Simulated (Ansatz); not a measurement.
System: Mg₂O, space group Fm-3m (No. 225) (one of a set of cubic test structures, which need not be the stable phase).

One of the inputs:
```
crystal:
  lattice:
    - [0.0, 2.819700797516, 2.819700797516]
    - [2.819700797516, 0.0, 2.819700797516]
    - [2.819700797516, 2.819700797516, 0.0]
  atoms:
    - { symbol: Mg, position: [0.25, 0.25, 0.25] }
    - { symbol: Mg, position: [0.75, 0.75, 0.75] }
    - { symbol: O, position: [0, 0, 0] }
kpoints:
  mp_grid: { grid: [17, 17, 17] }
hamiltonian:
  xc: pbe
  pseudopotentials: { kind: paw }
scf:
  occupations: { method: fermi_dirac, width: 0.061225619053 }
output:
  forces: true
  stress: true
```

Run as:
```bash
ansatz run input.yaml --threads 1
```

Method: equation of state of a cubic crystal from periodic Kohn-Sham density functional theory without spin, third-order Birch-Murnaghan fit to the free energies; pressure corrected for the finite basis (Ansatz 0.2.0 development build). Level: PBE.

structure type antifluorite; atoms in cell 3; space group number 225; lattice centring face-centred primitive; k mesh 17×17×17; occupation method Fermi–Dirac; occupation width 0.06123 eV; wave cutoff 420 eV; datasets soft-1 PAW; density tolerance 1e−07 eV; bands 17; density cutoff ratio 4; search for lower states default.

Predict the energy above the lowest point and pressure against volume. The volume takes the values 14.05, 14.35, 14.65, 14.95, 15.24, 15.54, 15.84 Å³/atom.

A third-order Birch–Murnaghan fit gives V0 = 14.94 Å³/atom, B0 = 57.7 GPa and B′ = 4.0. The energy above the lowest point is 10.7 meV/atom at volume 14.05 Å³/atom and 8.8 meV/atom at 15.84 Å³/atom; the lowest computed point is at volume 14.95 Å³/atom (0.0 meV/atom). The pressure falls from 4.018 GPa at volume 14.05 Å³/atom to −3.008 GPa at 15.84 Å³/atom, and changes sign near 14.94 Å³/atom.

```csv
volume (Å³/atom),energy above the lowest point (meV/atom),pressure (GPa)
14.05,10.7,4.018
14.35,4.6,2.540
14.65,1.1,1.200
14.95,0.0,-0.010
15.24,1.1,-1.106
15.54,4.1,-2.101
15.84,8.8,-3.008
```

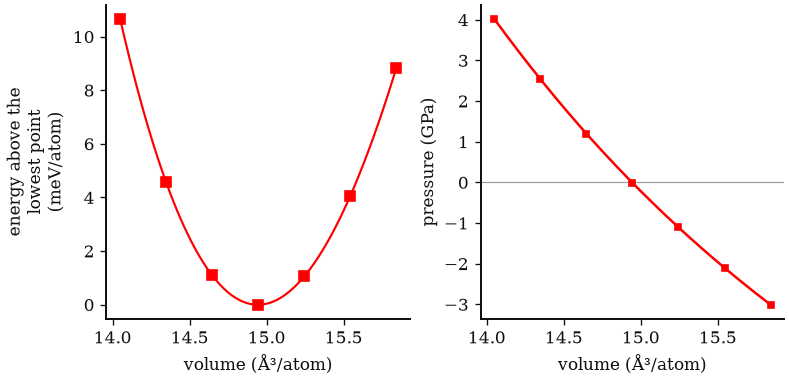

Note: cubic model structure, not the ambient form.
